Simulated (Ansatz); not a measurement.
Si₁₆O (cell with a defect)

Input file:

```
crystal:
  lattice:
    - [0.0, 0.0, 6.3650227274]
    - [7.7025612697, 1.0e-10, 0.0]
    - [-3.8512806349, 6.6706137337, 0.0]
  atoms:
    - { symbol: Si, position: [0.0629309403, 0.1666666667, 0.3333333333] }
    - { symbol: Si, position: [0.0629309403, 0.1666666667, 0.8333333333] }
    - { symbol: Si, position: [0.0629309403, 0.6666666667, 0.3333333333] }
    - { symbol: Si, position: [0.0629309403, 0.6666666667, 0.8333333333] }
    - { symbol: Si, position: [0.5629309403, 0.3333333333, 0.1666666667] }
    - { symbol: Si, position: [0.5629309403, 0.3333333333, 0.6666666667] }
    - { symbol: Si, position: [0.5629309403, 0.8333333333, 0.1666666667] }
    - { symbol: Si, position: [0.5629309403, 0.8333333333, 0.6666666667] }
    - { symbol: Si, position: [0.4370690597, 0.1666666667, 0.3333333333] }
    - { symbol: Si, position: [0.4370690597, 0.1666666667, 0.8333333333] }
    - { symbol: Si, position: [0.4370690597, 0.6666666667, 0.3333333333] }
    - { symbol: Si, position: [0.4370690597, 0.6666666667, 0.8333333333] }
    - { symbol: Si, position: [0.9370690597, 0.3333333333, 0.1666666667] }
    - { symbol: Si, position: [0.9370690597, 0.3333333333, 0.6666666667] }
    - { symbol: Si, position: [0.9370690597, 0.8333333333, 0.1666666667] }
    - { symbol: Si, position: [0.9370690597, 0.8333333333, 0.6666666667] }
    - { symbol: O, position: [0.25, 0.0, 0.0] }
  host:
    lattice:
      - [3.8512806348, 0.0, 0.0]
      - [-1.9256403174, 3.3353068669, 0.0]
      - [0.0, 0.0, 6.3650227274]
    atoms:
      - { symbol: Si, position: [0.3333333333, 0.6666666667, 0.0629309403] }
      - { symbol: Si, position: [0.6666666667, 0.3333333333, 0.5629309403] }
      - { symbol: Si, position: [0.3333333333, 0.6666666667, 0.4370690597] }
      - { symbol: Si, position: [0.6666666667, 0.3333333333, 0.9370690597] }
basis:
  ecutwfc: 420
  xc_grid: 2
kpoints:
  mp_grid: { grid: [5, 4, 4], shift: [0.0, 0.0, 0.0] }
hamiltonian:
  xc: pbe
scf:
  occupations: { method: gaussian, width: 0.02 }
output:
  forces: true
  stress: false
  eigenvalues: true
  charged_corrections:
    defect_position: [0.25, 0.0, 0.0]
    epsilon: [[12.6179, 0.0, 0.0], [0.0, 12.6179, 0.0], [0.0, 0.0, 13.7065]]
  write_density: true
  write_potential: true
  elf: true
  volumetric_format: npy
relax:
  adjacent_minimum: "off"
  f_tol: 0.025
  max_steps: 45
```

Launched as:

```sh
ansatz run input.yaml --threads 4 --pin off --max-ram 8192MiB --backend cpu --events-out ev --progress --plain --runs-dir out
```

The fields are those of the relaxed geometry.

Computed with DFT PBE, scalar-relativistic, plane waves, PAW (Ansatz 0.2.0).

In a PAW calculation such maps are meaningful between the atoms, not at the nuclei.

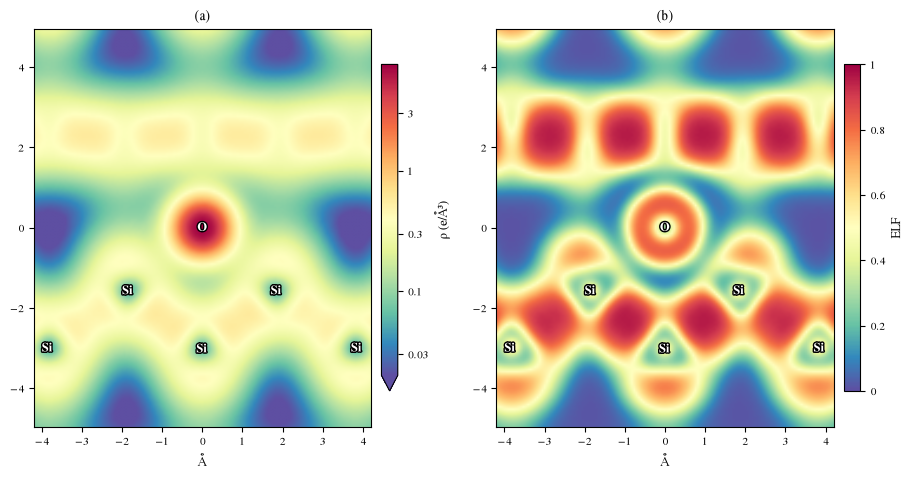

Figure 1. (a) valence charge density (pseudo); (b) electron localisation function on the (110) plane of the calculation cell.

What do the fields say about this system?

Answer. The plane passes through Si and O nuclei.
Atoms just off the plane (Si, 0.6 Å away) can leave unmarked features too.
Si–O (2.43 Å): the density is about 0.26 e/Å³ at the midpoint; the ELF is about 0.25 at the midpoint; no shared electron pair shows on this line.
Si–Si (2.46 Å): the density is about 0.47 e/Å³ at the midpoint; the ELF peaks at about 0.95 between the atoms.
Between the atoms the lowest density in this plane is 0.01 e/Å³.

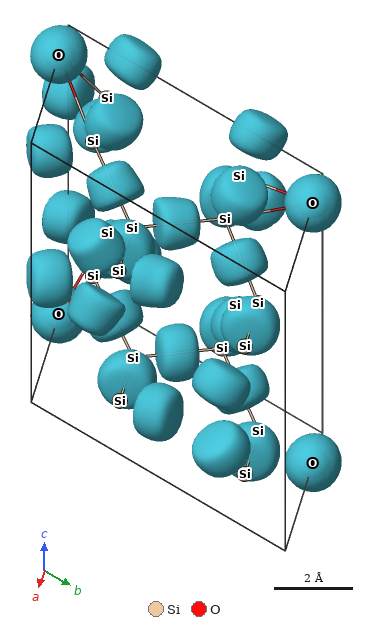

Figure 2. Isosurface of the electron localisation function at 0.75 (cyan), seen at an oblique angle. Core shells and regions of very low density are left out. Sticks mark near contacts.

Where are the electrons localised?

Answer. The ELF exceeds this value in 32 regions between bonded Si–Si atoms and one region wrapped around O (its valence shell), counted in one cell of 17 atoms. Any copies at cell faces, edges or corners count once.


Si–Si (2.32 Å): the ELF peaks at about 0.95 between the atoms.

Does the calculation give a band gap?

Answer. It is gapless in this calculation (a metal or semimetal).
